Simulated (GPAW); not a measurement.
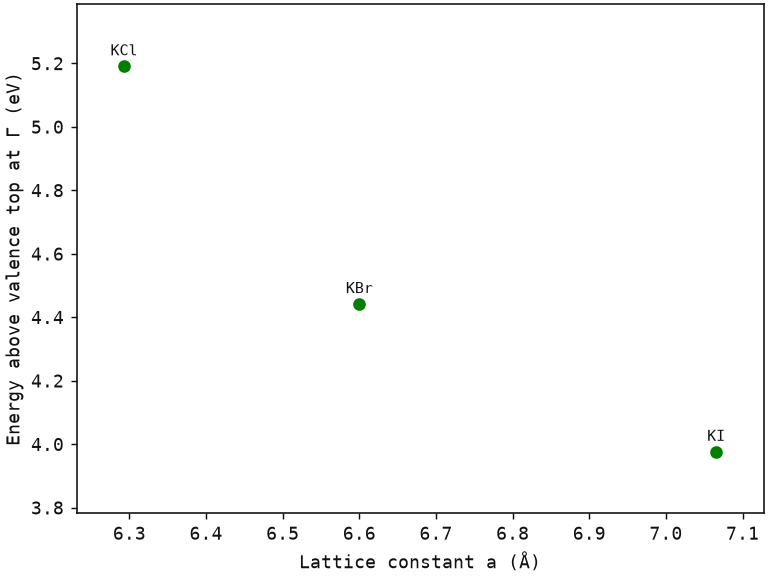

Lowest conduction level at Γ, counted from the valence-band top at Γ, for three rocksalt crystals against the lattice constant, each in its database cell. All by GPAW with PBE, without spin-orbit coupling, no moments; potentials: GPAW PAW data sets (gpaw-data 1.2.1).

> How does the value at Γ change from Cl to I?

KCl 5.19, KBr 4.44 and KI 3.98 eV: it falls at each step to the heavier element.

| compound | a (Å) | k mesh | Γ (eV) |
| --- | --- | --- | --- |
| KCl | 6.293 | 7×7×7 | 5.19 |
| KBr | 6.600 | 7×7×7 | 4.44 |
| KI | 7.066 | 5×5×5 | 3.98 |

LDA, GGA and most meta-GGA functionals understate gaps. Spin-orbit coupling is left out, which matters for I and Br. The cells are as the databases list them, so they lie at different pressures for this functional.
